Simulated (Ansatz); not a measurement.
# G0W0 on several functionals: GaN (P6_3mc)

How much of the starting functional survives in the G0W0 gap of GaN (P6_3mc)?

Main program and level: Ansatz 0.2.0; G0W0 on several functionals, plane waves, PAW.

The database entry behind the starting cell has ideal inner coordinates that were not refined, so it need not match the best structure at ambient conditions.

In doubt: masses and optical values from hybrid runs of this build are listed as unsure (step 5), which bears on the screening that GW takes from such a start.

### Step 1. Starting point

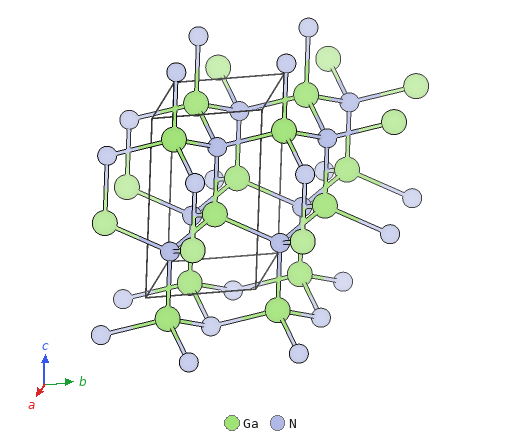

The starting structure, seen slightly off an axis (gallium green, nitrogen light blue). 2×2×1 cells are drawn. Some periodic images of atoms are drawn too.

As a file:

```cif
data_structure
_symmetry_space_group_name_H-M 'P 1'
_symmetry_Int_Tables_number 1
_cell_length_a 3.1900
_cell_length_b 3.1900
_cell_length_c 5.1890
_cell_angle_alpha 90.000
_cell_angle_beta 90.000
_cell_angle_gamma 120.000
_cell_volume 45.73
loop_
_atom_site_label
_atom_site_type_symbol
_atom_site_fract_x
_atom_site_fract_y
_atom_site_fract_z
_atom_site_occupancy
Ga1 Ga 0.66667 0.33333 0.00000 1
Ga2 Ga 0.33333 0.66667 0.50000 1
N3 N 0.66667 0.33333 0.37500 1
N4 N 0.33333 0.66667 0.87500 1
```

The cell and positions come from the Crystallography Open Database and are kept as given unless a step says otherwise.

### Step 2. G0W0 on PBE

G0W0 replaces the xc potential by the self-energy, built once from these orbitals. Only a window of levels is corrected, while the sums run over the empty bands that the input names. This step takes PAW set soft_1 files.

This step: G0W0 on PBE, plane waves, PAW; PAW set soft_1.

input.yaml reads:

```yaml
crystal:
  lattice:
    - [3.19, 0.0, 0.0]
    - [-1.595, 2.7626210381, 0.0]
    - [0.0, 0.0, 5.189]
  atoms:
    - { symbol: Ga, position: [0.6666666667, 0.3333333333, 0.0] }
    - { symbol: Ga, position: [0.3333333333, 0.6666666667, 0.5] }
    - { symbol: "N", position: [0.6666666667, 0.3333333333, 0.375] }
    - { symbol: "N", position: [0.3333333333, 0.6666666667, 0.875] }
kpoints:
  mp_grid: { grid: [6, 6, 4] }
hamiltonian:
  xc: pbe
  pseudopotentials: { kind: paw, azcp: { folder: soft_1 } }
scf:
  occupations: { method: fixed }
gw:
  n_empty_bands: 103
  ecut_chi: 100
  qp_bands: [v2, c2]
  qp_kpoints: band_edges
  screening: { model: contour_deformation }
```

Run with:

```
> ansatz run input.yaml --threads 3 --pin off --max-ram 92160MiB --backend cuda --events-out ev --progress --plain --runs-dir out --devices 1 --max-vram 13GiB
```

Numbers of over 12 decimals in the logs are rounded to 6 here.

Log:

```text
GPUs: using 1 of 1 available (devices: 1).
Engine: ansatz 0.2.0, x86_64-unknown-linux-gnu
Pseudopotentials: kind: paw
Pseudopotential: Ga, paw, valence charge 13, recommended cutoff 420 eV (normal), soft_1/Ga.paw.azcp
Pseudopotential: N, paw, valence charge 5, recommended cutoff 420 eV (normal), soft_1/N.paw.azcp
Functional definition: PBE
  parameter kappa = 0.804
  parameter beta = 0.066725
  exchange = pbe_x(kappa = kappa, mu = beta*pi^2/3)
  correlation = pbe_c(beta = beta)
device memory: the entry about to start is reckoned to put 0.6 GiB on a device that reports 45.9 GiB free (of which the cap on the GPU budget leaves the run 13.0 GiB)
GPU FFT provider: cuFFT
GPU libraries: cuBLAS 13.8.2, cuFFT 12.4.0, cuSOLVER 12.3.4
Crystal: 4 atoms, lattice volume = 45.729 Å³
Basis set: ecut = 420 eV, 917 PW (Γ)
Bands: 22, of which v1, the nominal top of the filled ones, is band 18 counted from 1 (17 counted from 0)
Symmetry: 12 space group operations
Space group: P63mc (ITA 186), of the structure as read, at distance tolerance 3.6e-5 Å
k-points: 21 of 144 (time reversal used)
Non-local potential: Ga, projectors of the file, l = 0: 2, l = 1: 2, l = 2: 3, l = 3: 1
Non-local potential: N, projectors of the file, l = 0: 2, l = 1: 2, l = 2: 1
PAW form: soft (Blöchl's): semilocal exchange-correlation on the pseudo side does not see the compensation charge
PAW one-centre angular grid: Ga, 590 points (default); XC on 64 Gauss nodes
PAW one-centre angular grid: N, 110 points (default); XC on 64 Gauss nodes
Initial density: superposition of atomic densities (chi_scale 0.1, normalization cell, long waves kept (reshape's long-wave potential 0.00 eV rms))
Initial wavefunctions: pseudopotential atomic-orbital guess
GPU buffer pool allocated for 20736 grid points (all kernels)
GPU transforms: local potential and band sums: pruned to the plane-wave sphere, on 24×24×36
Functional: x = pbe(κ = 0.804, μ = 0.219515), c = pbe(β = 0.066725)
SCF iter   1: F=—  HF=-8337.203660 eV  |F-HF|=—  |Δ(HF+E_count)|=         —  Δρ=1.13e-1  dr2=5.09e0  ethr=3.10e-3  ⟨swp⟩=4.0  Hψ=1676  notcnv=0  defer=6
preconditioner: auto → Resta (q_TF=auto, 2.622 Å⁻¹)  ε∞=4.8  [insulator: Δε(μ)=2.712 eV  Ē_g=16.854 eV  n_scr=22 (ndim 8)  ℏωp=32.9 eV  f_vac=0.000  ε∞_Penn≈4.8]
SCF iter   2: F=—  HF=-8335.919140 eV  |F-HF|=—  |Δ(HF+E_count)|=    1.28e0  Δρ=4.68e-2  dr2=5.39e-1  ethr=3.10e-3  ⟨swp⟩=2.0  Hψ=1077  notcnv=0  defer=17
SCF iter   3: F=—  HF=-8335.833719 eV  |F-HF|=—  |Δ(HF+E_count)|=   8.54e-2  Δρ=1.84e-2  dr2=1.11e-1  ethr=1.50e-3  ⟨swp⟩=2.0  Hψ=674  notcnv=0  defer=40
SCF iter   4: F=—  HF=-8335.820793 eV  |F-HF|=—  |Δ(HF+E_count)|=   1.29e-2  Δρ=3.22e-3  dr2=5.86e-3  ethr=3.10e-4  ⟨swp⟩=3.0  Hψ=881  notcnv=0  defer=40
SCF iter   5: F=—  HF=-8335.819480 eV  |F-HF|=—  |Δ(HF+E_count)|=   1.31e-3  Δρ=2.80e-3  dr2=2.13e-3  ethr=1.63e-5  ⟨swp⟩=2.0  Hψ=880  notcnv=0  defer=40
SCF iter   6: F=—  HF=-8335.820879 eV  |F-HF|=—  |Δ(HF+E_count)|=   1.40e-3  Δρ=7.59e-4  dr2=2.05e-4  ethr=5.91e-6  ⟨swp⟩=2.9  Hψ=884  notcnv=0  defer=40
SCF iter   7: F=—  HF=-8335.821055 eV  |F-HF|=—  |Δ(HF+E_count)|=   1.75e-4  Δρ=1.30e-4  dr2=8.75e-6  ethr=5.70e-7  ⟨swp⟩=2.0  Hψ=857  notcnv=0  defer=38
SCF iter   8: F=—  HF=-8335.821065 eV  |F-HF|=—  |Δ(HF+E_count)|=   1.04e-5  Δρ=1.82e-5  dr2=1.24e-7  ethr=2.43e-8  ⟨swp⟩=2.0  Hψ=840  notcnv=0
SCF iter   9: F=-8335.821065 eV  HF=-8335.821065 eV  |F-HF|=3.07e-9  |Δ(HF+E_count)|=   1.97e-7  Δρ=2.62e-6  dr2=3.38e-9  ethr=2.78e-10  ⟨swp⟩=4.1  Hψ=1511  notcnv=0
SCF 1 converged in 9 iterations: F = -8335.821065 eV  dr2 = 3.38e-9
  greatest PAW one-centre occupation: 0.995 electrons in one spin orbital (limit 2), on the Ga atom at site 0 (counted from 0), in its partial waves of l = 2
device memory: the entry about to start is reckoned to put 0.7 GiB on a device that reports 41.2 GiB free (of which the cap on the GPU budget leaves the run 13.0 GiB)
NSCF: frozen V_eff on 21 k-points, pencils in batches of 32, up to order 88
the band table was solved once the SCF had ended and its energy, with any forces and stress, was formed, with the checks that follow a solve (1961 applications of the Hamiltonian). They found nothing against the state; the energy, forces and stress were not computed again (output.eigenvalues in the input reference)
device memory: the entry about to start is reckoned to put 2.3 GiB on a device that reports 41.1 GiB free (of which the cap on the GPU budget leaves the run 13.0 GiB)
NSCF: frozen V_eff on 21 k-points
G₀W₀ screening: q 1/21
[... further progress lines ...]
SCF converged after 9 iterations
Free energy (F): -8335.821065 eV
Harris-Foulkes:  -8335.821065 eV  (|F-HF|=3.07e-9)
Internal energy: -8335.821065 eV  (E = F + TS)
E sigma→0 (E₀):  -8335.821065 eV
Fermi energy:    9.680356 eV
--- Per-component energies (eV) ---
  E_band       = -10.870753
  E_kinetic    = 481.924142
  E_local      = -2834.648956  (includes V_loc(G=0)·N_el)
  E_nonlocal   = -109.339116
  E_hartree    = 1792.821324
  E_xc         = -244.713228
  E_vxc        = -261.990450  (∫ρ·V_xc dr)
  E_paw        = -4249.358194  (= ΣΔE_a)
  E_vpaw       = -872.461541  (= ΣTr[D̂ρ^β])
  E_aug_tail   = 0.001510  (compensation charges beyond the density's cutoff)
  E_ewald      = -3172.508547
  E_smearing   = -0.000000  (= −TS)
  E_closure    = -0.000000  (closes the sum)
  Σ components = -8335.821065   (vs F -8335.821065, Δ=0.00e0)
--- Band table (eV; the first three rows and the last of 21) ---
  k-point 0: bands = [... 14 lower, 8.6362, 9.6161, 9.6804, 9.6804, 11.5708, 13.9224, 18.8640, 19.5628]
  k-point 1: bands = [... 14 lower, 8.7826, 8.7826, 9.5208, 9.5208, 12.7681, 14.0264, 18.4765, 19.2403]
  k-point 2: bands = [... 14 lower, 9.1450, 9.1450, 9.1450, 9.1450, 13.9058, 13.9058, 18.1603, 18.1603]
  k-point 20: bands = [... 14 lower, 5.5091, 5.5091, 8.1880, 8.1880, 16.0948, 16.0948, 16.9773, 16.9773]
--- G₀W₀: contour deformation, 6 samples at zero and on the imaginary axis and 2 off it, 144 q-points, 103 empty bands' worth ---
  eigenvalues of the whole cell's RPA ε∞ on this k-mesh (on a slab, of 1 + 4πα/V) = 5.9989, 6.0419, 6.0419; static W/v taken at q = 0 is 0.165842
  bands read: the sum over 121 bands ends inside a degenerate multiplet in 9 slots, whose members it reads at an even weight; the widest, k=2: bands 121 to 124 (counted from 1) at 1/4 each
  gw.qp_kpoints: band_edges: 15 of 21 stored k-points solved, in 1 pass; an edge of the gap read off the rows below is read off those points alone
    valence top: of the k-points left out ik 12 came nearest to being solved in a further pass, in band 18 (counted from 1, as in the quasiparticle table): it holds the edge there only if its correction is more favourable than any solved in that band by at least 0.924 eV; those differ by 0.332 eV
    conduction bottom: of the k-points left out ik 12 came nearest to being solved in a further pass, in band 19 (counted from 1, as in the quasiparticle table): it holds the edge there only if its correction is more favourable than any solved in that band by at least 2.604 eV; those differ by 0.631 eV
    ik  band        ε_KS         Σx   Σc(E_QP)       V_xc       Z   E_QP_lin       E_QP  E_QP is
     0    17      9.6804   -23.8574     3.2140   -20.2303  0.7720     9.2650     9.2673  root
     0    18      9.6804   -23.8574     3.2140   -20.2303  0.7720     9.2650     9.2673  root
     0    19     11.5708   -11.5392    -3.5399   -15.7696  0.8061    12.2667    12.2612  root
     0    20     13.9224   -10.1834    -4.3110   -15.2907  0.8110    14.7276    14.7187  root
     1    17      9.5208   -23.7219     3.2575   -20.0301  0.7716     9.0839     9.0865  root
     1    18      9.5208   -23.7219     3.2575   -20.0301  0.7716     9.0839     9.0865  root
     1    19     12.7681   -12.2078    -3.5205   -16.4935  0.7969    13.5407    13.5333  root
     1    20     14.0264   -10.1639    -4.3305   -15.3102  0.8080    14.8516    14.8421  root
     2    17      9.1450   -23.3824     3.3432   -19.5598  0.7705     8.6624     8.6657  root
     2    18      9.1450   -23.3824     3.3432   -19.5598  0.7705     8.6624     8.6657  root
     2    19     13.9058   -10.8618    -4.1743   -15.8898  0.7979    14.7702    14.7595  root
     2    20     13.9058   -10.8618    -4.1743   -15.8898  0.7979    14.7702    14.7595  root
     3    17      9.3300   -23.3912     3.2308   -19.7130  0.7716     8.8799     8.8827  root
     3    18      9.4436   -23.6151     3.2705   -19.9047  0.7713     9.0010     9.0036  root
     3    19     13.0969   -12.0173    -3.6296   -16.4422  0.7957    13.9003    13.8921  root
     3    20     15.1989   -10.4547    -4.5274   -15.9035  0.8001    16.1340    16.1203  root
     4    17      8.9650   -23.1214     3.3216   -19.2977  0.7704     8.4591     8.4628  root
     4    18      9.2329   -23.4182     3.3139   -19.6353  0.7708     8.7608     8.7640  root
     4    19     13.6732   -11.5240    -3.8808   -16.2315  0.7939    14.5095    14.4998  root
     4    20     15.2655   -10.4352    -4.5749   -15.9503  0.7960    16.2205    16.2056  root
     5    17      8.7527   -22.9767     3.4081   -19.0416  0.7692     8.2215     8.2257  root
     5    18      8.7527   -22.9767     3.4081   -19.0416  0.7692     8.2215     8.2257  root
     5    19     14.8083   -10.7581    -4.3846   -16.0483  0.7895    15.7276    15.7138  root
     5    20     14.8083   -10.7581    -4.3846   -16.0483  0.7895    15.7276    15.7138  root
[...]
18    17      6.6785   -21.3906     3.7836   -16.8760  0.7563     5.9364     5.9475  root
    18    18      6.9933   -21.7058     3.7662   -17.1947  0.7593     6.2373     6.2484  root
    18    19     14.8085    -7.4426    -4.1232   -11.8406  0.8204    15.0843    15.0833  root
    18    20     17.4614   -11.2866    -5.3391   -17.9138  0.7675    18.7927    18.7494  root
    20    17      8.1880   -22.2764     3.4881   -18.2403  0.7663     7.6352     7.6400  root
    20    18      8.1880   -22.2764     3.4881   -18.2403  0.7663     7.6352     7.6400  root
    20    19     16.0948    -9.5392    -4.6651   -14.9797  0.8054    16.8802    16.8702  root
    20    20     16.0948    -9.5392    -4.6651   -14.9797  0.8054    16.8802    16.8702  root
```

The job ended after 16 s (1 × NVIDIA H100 80GB HBM3 (shared by 6 runs) with 3 threads of AMD EPYC 7R13 (Zen 3), shared host; peak memory 1.1 GiB; 18 s of CPU time).

In the SCF lines HF is the Harris–Foulkes energy and dr2 the Hartree energy of the density residual, in eV; the loop may stop once dr2 is under the threshold and the program's other checks hold. Hψ counts applications of the Hamiltonian.

Numbers from this step:

```yaml
bands_summed: 121
rpa_eps_infinity_on_this_mesh_eigenvalues: 5.999, 6.042, 6.042
plane_waves_in_the_screening_matrix: 99
q_points_in_the_mesh: 144
g0w0_gap_on_the_mesh: 2.994 eV
k_of_the_valence_top: 0, 0, 0
k_of_the_conduction_bottom: 0, 0, 0
starting_gap_on_the_mesh: 1.890 eV
z_at_the_valence_top: 0.7720
z_at_the_conduction_bottom: 0.8061
least_direct_g0w0_gap_on_the_computed_points: 2.994 eV
```

The gap on the mesh goes from 1.89 eV to 2.99 eV, a correction of +1.10 eV. Between the two edge states, bare exchange in place of the xc potential would open the gap by 7.86 eV, and correlation takes back 6.75 eV.

### Step 3. G0W0 on LDA

The same correction from a different start measures what one shot leaves open.

This step: G0W0 on LDA, plane waves, PAW; PAW set soft_1.

Edit input.yaml of step 2 so:

```diff
@@ -13,4 +13,4 @@
 hamiltonian:
-  xc: pbe
-  pseudopotentials: { kind: paw, azcp: { folder: soft_1 } }
+  xc: lda
+  pseudopotentials: { kind: paw, azcp: { folder: soft_1 }, xc_functional: pbe }
 scf:
```

Log:

```text
GPUs: using 1 of 1 available (devices: 1).
[...]
GPU FFT provider: cuFFT
GPU libraries: cuBLAS 13.8.2, cuFFT 12.4.0, cuSOLVER 12.3.4
Crystal: 4 atoms, lattice volume = 45.729 Å³
Basis set: ecut = 420 eV, 917 PW (Γ)
Bands: 22, of which v1, the nominal top of the filled ones, is band 18 counted from 1 (17 counted from 0)
Symmetry: 12 space group operations
[...]
k-points: 21 of 144 (time reversal used)
[...]
GPU buffer pool allocated for 20736 grid points (all kernels)
[...]
SCF iter   1: F=—  HF=-8165.379568 eV  |F-HF|=—  |Δ(HF+E_count)|=         —  Δρ=1.03e-1  dr2=4.19e0  ethr=3.10e-3  ⟨swp⟩=4.0  Hψ=1676  notcnv=0  defer=7
[...]
SCF iter   9: F=-8164.160836 eV  HF=-8164.160836 eV  |F-HF|=5.64e-11  |Δ(HF+E_count)|=   5.47e-8  Δρ=1.92e-6  dr2=1.31e-9  ethr=2.78e-10  ⟨swp⟩=3.5  Hψ=1370  notcnv=0
SCF 1 converged in 9 iterations: F = -8164.160836 eV  dr2 = 1.31e-9
[...]
NSCF: frozen V_eff on 21 k-points, pencils in batches of 32, up to order 88
[...]
NSCF: frozen V_eff on 21 k-points
G₀W₀ screening: q 1/21
[... further progress lines ...]
SCF converged after 9 iterations
Free energy (F): -8164.160836 eV
[...]
Internal energy: -8164.160836 eV  (E = F + TS)
E sigma→0 (E₀):  -8164.160836 eV
Fermi energy:    9.310067 eV
[...]
--- Band table (eV; the first three rows and the last of 21) ---
  k-point 0: bands = [... 14 lower, 8.2529, 9.2422, 9.3101, 9.3101, 11.2095, 13.4461, 18.3392, 19.0027]
  k-point 1: bands = [... 14 lower, 8.4009, 8.4009, 9.1481, 9.1481, 12.3810, 13.5583, 17.9532, 18.6784]
  k-point 2: bands = [... 14 lower, 8.7675, 8.7675, 8.7675, 8.7675, 13.4750, 13.4750, 17.6195, 17.6195]
  k-point 20: bands = [... 14 lower, 5.0805, 5.0805, 7.7989, 7.7989, 15.6069, 15.6069, 16.4635, 16.4635]
[...]
0    17      9.3101   -23.7949     3.1375   -20.4074  0.7712     9.0593     9.0600  root
     0    18      9.3101   -23.7949     3.1375   -20.4074  0.7712     9.0593     9.0600  root
     0    19     11.2095   -11.6490    -3.6084   -16.1434  0.8044    12.1051    12.0956  root
     0    20     13.4461   -10.3165    -4.3942   -15.8113  0.8100    14.5654    14.5467  root
     1    17      9.1481   -23.6581     3.1800   -20.2112  0.7708     8.8803     8.8812  root
     1    18      9.1481   -23.6581     3.1800   -20.2112  0.7708     8.8803     8.8812  root
     1    19     12.3810   -12.2582    -3.6095   -16.8321  0.7954    13.3577    13.3453  root
     1    20     13.5583   -10.2770    -4.4171   -15.8015  0.8071    14.6851    14.6658  root
[...]
20    17      7.7989   -22.2212     3.4083   -18.4614  0.7658     7.4456     7.4474  root
    20    18      7.7989   -22.2212     3.4083   -18.4614  0.7658     7.4456     7.4474  root
    20    19     15.6069    -9.6621    -4.7662   -15.5265  0.8046    16.7269    16.7051  root
    20    20     15.6069    -9.6621    -4.7662   -15.5265  0.8046    16.7269    16.7051  root
```

Elapsed: 22 s, on 1 × NVIDIA H100 80GB HBM3 (shared by 6 runs) with 3 threads; peak memory 1.1 GiB; 35 s of CPU time.

This step gave:

- bands summed: 121
- RPA ε∞ on this mesh (eigenvalues): 6.076, 6.144, 6.144
- plane waves in the screening matrix: 99
- q-points in the mesh: 144
- G0W0 gap on the mesh: 3.036 eV
- k of the valence top: 0, 0, 0
- k of the conduction bottom: 0, 0, 0
- starting gap on the mesh: 1.899 eV
- Z at the valence top: 0.7712
- Z at the conduction bottom: 0.8044
- least direct G0W0 gap on the computed points: 3.036 eV

Against the run with 6×6×4 mesh, 103 empty bands, screening to 100 eV, PAW set soft_1 files on PBE, the gap moves by +0.04 eV.

### Step 4. G0W0 on r2SCAN

This step: G0W0 on r2SCAN, plane waves, PAW; PAW set soft_1.

Edit input.yaml of step 3 so:

```diff
@@ -13,4 +13,4 @@
 hamiltonian:
-  xc: lda
-  pseudopotentials: { kind: paw, azcp: { folder: soft_1 }, xc_functional: pbe }
+  xc: r2scan
+  pseudopotentials: { kind: paw, azcp: { folder: soft_1 } }
 scf:
```

Log:

```text
GPUs: using 1 of 1 available (devices: 1).
[...]
GPU FFT provider: cuFFT
GPU libraries: cuBLAS 13.8.2, cuFFT 12.4.0, cuSOLVER 12.3.4
Crystal: 4 atoms, lattice volume = 45.729 Å³
Basis set: ecut = 500 eV, 1141 PW (Γ), exchange–correlation on 96×96×160 points (64 copies of the dense FFT grid, shifted against one another)
Bands: 22, of which v1, the nominal top of the filled ones, is band 18 counted from 1 (17 counted from 0)
[...]
1    20     14.2963    -9.9351    -4.2525   -14.9318  0.8204    15.0462    15.0405  root
[...]
20    17      7.8639   -22.3212     3.3842   -18.5953  0.7802     7.5208     7.5222  root
    20    18      7.8639   -22.3212     3.3842   -18.5953  0.7802     7.5208     7.5222  root
    20    19     16.4082    -9.3196    -4.5382   -14.5248  0.8182    17.0806    17.0753  root
    20    20     16.4082    -9.3196    -4.5382   -14.5248  0.8182    17.0806    17.0753  root
[key lines of the parts left out:]
SCF converged after 9 iterations
Free energy (F): -8352.774547 eV
Fermi energy:    9.401740 eV
```

Run time: 24 s. Hardware: 1 × NVIDIA H100 80GB HBM3 (shared by 6 runs) with 3 threads; peak memory 1.2 GiB.

This step gave:

| Property | Result |
| --- | --- |
| bands summed | 121 |
| RPA ε∞ on this mesh (eigenvalues) | 5.288, 5.297, 5.297 |
| plane waves in the screening matrix | 99 |
| G0W0 gap on the mesh | 3.232 eV |
| k of the valence top | 0, 0, 0 |
| k of the conduction bottom | 0, 0, 0 |
| starting gap on the mesh | 2.305 eV |
| least direct G0W0 gap on the computed points | 3.232 eV |

Against the run with 6×6×4 mesh, 103 empty bands, screening to 100 eV, PAW set soft_1 files on LDA, the gap moves by +0.20 eV, while the start moved by +0.41 eV.

### Step 5. G0W0 on HSE06

This step: G0W0 on HSE06, plane waves, PAW; PAW set soft_1.

Edit input.yaml of step 4 so:

```diff
@@ -13,3 +13,3 @@
 hamiltonian:
-  xc: r2scan
+  xc: hse06
   pseudopotentials: { kind: paw, azcp: { folder: soft_1 } }
```

Log:

```text
GPUs: using 1 of 1 available (devices: 1).
[...]
davidson cushion auto → on  (no smearing: the cushion is to keep the highest requested band from converging to the state above it; pin scf.eigensolver.cushion to override)
[...]
GPU FFT provider: cuFFT
GPU libraries: cuBLAS 13.8.2, cuFFT 12.4.0, cuSOLVER 12.3.4
Crystal: 4 atoms, lattice volume = 45.729 Å³
Basis set: ecut = 420 eV, 917 PW (Γ)
[...]
1    19     13.1982   -11.3797    -3.5357   -15.5108  0.8274    13.7959    13.7937  root
     1    20     14.6270    -9.6798    -4.1290   -14.3555  0.8361    15.1758    15.1737  root
[...]
20    17      7.2509   -22.1520     3.1723   -18.9992  0.7986     7.2703     7.2704  root
    20    18      7.2509   -22.1520     3.1723   -18.9992  0.7986     7.2703     7.2704  root
    20    19     16.7269    -8.9567    -4.3794   -13.8117  0.8352    17.2042    17.2024  root
    20    20     16.7269    -8.9567    -4.3794   -13.8117  0.8352    17.2042    17.2024  root
[key lines of the parts left out:]
Free energy (F): -8336.815766 eV
Fermi energy:    8.847837 eV
```

Wall time 37 s (1 × NVIDIA H100 80GB HBM3 (shared by 6 runs) with 3 threads); peak memory 1.6 GiB.

Numbers from this step:

```
bands summed                                 : 121
RPA ε∞ on this mesh (eigenvalues)            : 4.546, 4.546, 4.564
plane waves in the screening matrix          : 99
G0W0 gap on the mesh                         : 3.583 eV
k of the valence top                         : 0, 0, 0
k of the conduction bottom                   : 0, 0, 0
starting gap on the mesh                     : 3.149 eV
least direct G0W0 gap on the computed points : 3.583 eV
```

Against the run with 6×6×4 mesh, 103 empty bands, screening to 100 eV, PAW set soft_1 files on r2SCAN, the gap moves by +0.35 eV, while the start moved by +0.84 eV.

(Part 1 of 2 ends here.)

[Paths, hosts, dates, memory and timing lines, banners, echoed tables and standing remarks are left out of the program output.]

[Logs are printed without paths, hosts, clocks, repeated set-up lines and the standing remarks that a program may print on its own settings, such as how far it seeks lower states.]

[Runs of the session that timed out or met a known fault of the program may be left out.]

[Cells called generated may have been cut or substituted from an entry of the Crystallography Open Database or the Materials Project.]

[Hosts, paths, dates, database ids (printed as entryN), source tags and the programs' standing remarks are cut or masked in the printed files.]
